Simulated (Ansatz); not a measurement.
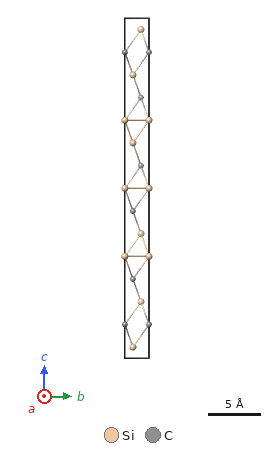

Crystalline Si3C2 (a generated structure, set up in R-3m) (coarse preliminary run), before the relaxation. Style: ball-and-stick. Shown: the conventional cell (3 times the calculation's cell), along the a axis. Lengths and directions refer to the drawn axes.

The calculation used DFT PBE, scalar-relativistic, plane waves, PAW (Ansatz).

Input file:
```yaml
crystal:
  lattice:
    - [1.36043629, 0.78544826, 11.1079158]
    - [-1.36043629, 0.78544826, 11.1079158]
    - [0.0, -1.57089652, 11.1079158]
  atoms:
    - { symbol: Si, position: [0.3, 0.3, 0.3] }
    - { symbol: Si, position: [0.5, 0.5, 0.5] }
    - { symbol: Si, position: [0.7, 0.7, 0.7] }
    - { symbol: C, position: [0.9, 0.9, 0.9] }
    - { symbol: C, position: [0.1, 0.1, 0.1] }
basis:
  ecutwfc: 420
kpoints:
  mp_grid: { grid: [6, 6, 6] }
hamiltonian:
  xc: pbe
scf:
  occupations: { method: gaussian, width: 0.1 }
  lower_state_search: "off"
output:
  forces: true
  stress: true
  eigenvalues: true
relax:
  adjacent_minimum: "off"
  f_tol: 0.04
  max_steps: 70
  cell: { stress_tol: 0.4 }
```

Run as
```bash
ansatz run input.yaml --threads 1 --pin off --max-ram 2560MiB --backend cpu --events-out ev --progress --plain --runs-dir out
```

**Predict the outcome.**

The largest moves relative to the cell, 0.32 Å, are those of Si1 and Si3. Si3 goes along +c. Largest moves by element: Si 0.32 Å, C 0.06 Å. The drawn cell changes as follows: a = b 2.721 → 2.965 Å (+9.0 %), c 33.324 → 19.712 Å (−40.8 %); the volume changes by −29.8 %. Near-neighbour distances that change, for instance: Si1–Si2 4.713 → 2.874 Å, Si1–C4 2.721 → 2.010 Å, Si2–C4 2.721 → 2.122 Å, Si1–Si1 2.721 → 2.965 Å. Among the angles between lasting bonds that change: Si3–Si1–Si3 60.0° → 69.6°. The space group stays R-3m (No. 166). Over 14 accepted moves (16 points after the start) the energy falls by 1750 meV per atom. Largest force component: 1.7 eV/Å at the start, 0.013 eV/Å at the end. Pressure: −15.33 GPa at the start and 0.19 GPa at the end. The SCF was repeated twice at an unchanged geometry on a basis and grid sized afresh for the cell, which shifted the energy by 2.1 meV per atom at most. Cost: 45 s on 1 thread of Intel(R) Xeon(R) Processor @ 2.70GHz, on a shared host, peak memory 0.37 GiB.

History of the run:

```csv
step,"E − E(0), meV/atom","largest force component, eV/Å","pressure, GPa","volume, Å³/atom",note
0,0.00,1.6810,-15.33,14.243,
1,-215.07,2.0482,-14.65,13.139,
2,-408.56,1.6327,-11.64,12.245,
3,-574.99,1.3531,-4.63,11.311,
4,-745.48,1.4504,4.89,10.729,
5,-983.23,1.4058,12.32,10.388,
6,-1212.26,0.6526,18.28,10.164,
7,-1531.90,0.8434,9.67,10.307,
8,-1667.99,1.5861,9.70,10.094,
9,-1696.45,0.8082,-11.29,10.925,
10,-1734.11,0.3927,-3.91,10.470,
11,-1745.19,0.2043,-2.11,10.228,
12,-1747.74,0.0905,-0.37,10.061,
13,-1748.30,0.0130,0.26,9.982,
14,-1750.42,0.0133,0.50,9.982,"same geometry, new basis"
15,-1750.46,0.0131,0.18,10.004,
16,-1750.49,0.0131,0.19,10.004,"same geometry, new basis"
```

The structure at the end:

```
Si C
1.0
     1.48243    0.85588    6.57058
    -1.48243    0.85588    6.57058
     0.00000   -1.71176    6.57058
Si C
3 2
Direct
  0.28379 0.28379 0.28379
  0.50000 0.50000 0.50000
  0.71621 0.71621 0.71621
  0.89699 0.89699 0.89699
  0.10301 0.10301 0.10301
```

The end point in the same view:

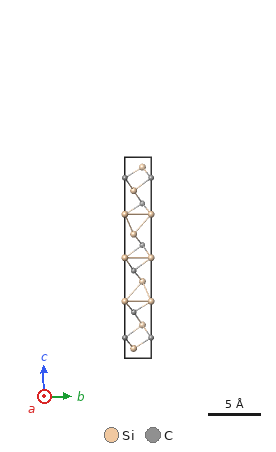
